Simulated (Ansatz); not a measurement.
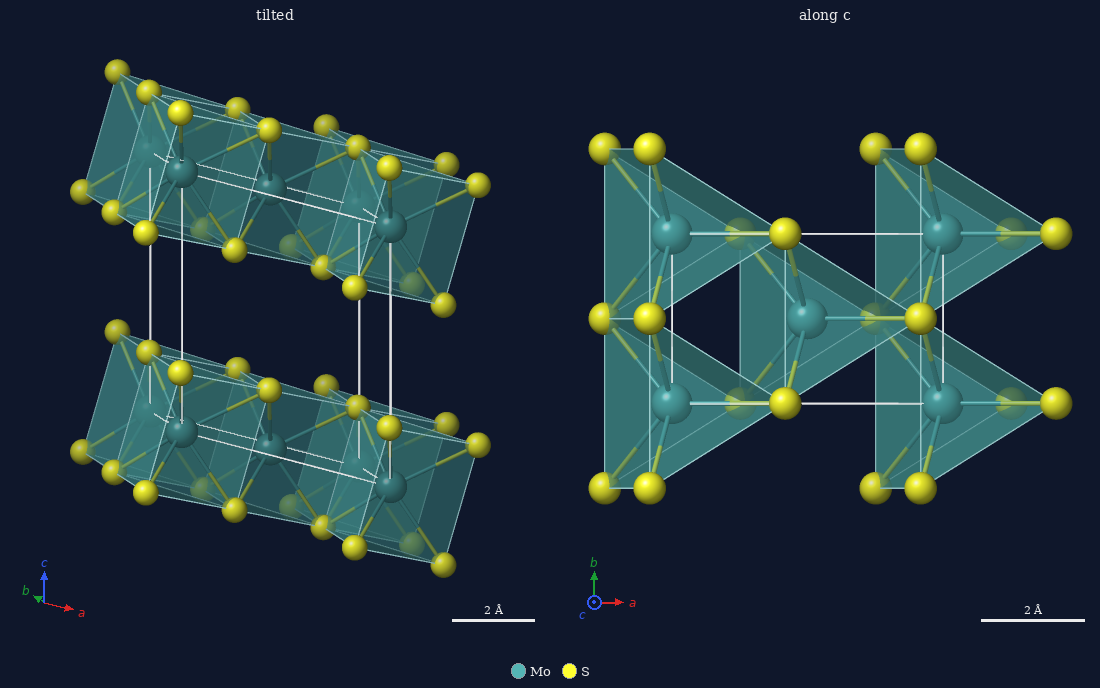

The crystal in a polyhedral representation, seen slightly off an axis and along the c axis. Lines trace the edges of the conventional unit cell. Some atoms of the next cells are drawn as well.

MoS2, space group Cm (No. 8), a = 5.500 Å, b = 3.302 Å, c = 6.460 Å, α = 90.00°, β = 106.49°, γ = 90.00°. It derives from a structure type filled with these elements by a generator (whether the compound takes this form wasn't checked). The cell was then strained or its atoms displaced on purpose. It was run through Ansatz as a DFT input.

This one geometry was computed with Ansatz (DFT, plane waves, PAW) at three levels of theory: r2SCAN, HSE06 and PBE.

Q: Which level gives the highest pressure at this volume, and what does that say about its equilibrium volume?

A: Highest: PBE (-1.2 GPa), which points to the largest equilibrium volume. Lowest, with the smallest volume: HSE06 (-5.8 GPa). Levels within 0.5 GPa of each other can't be told apart.

Q: How does the band gap change with the level of theory?

A: PBE: a gap of 0.61 eV, indirect; r2SCAN: a gap of 0.66 eV, indirect; HSE06: a gap of 1.03 eV, indirect.

Q: Collect the results in a table.

A:
| level | cutoff (eV) | k-mesh of the run's cell | gap (eV) | pressure (GPa) |
| --- | --- | --- | --- | --- |
| r2SCAN | 500 | 10×10×10 | 0.66 | -2.5 |
| HSE06 | 420 | 6×6×6 | 1.03 | -5.8 |
| PBE | 420 | 10×10×10 | 0.61 | -1.2 |

Gaps are taken on the k-mesh or band path of each run.
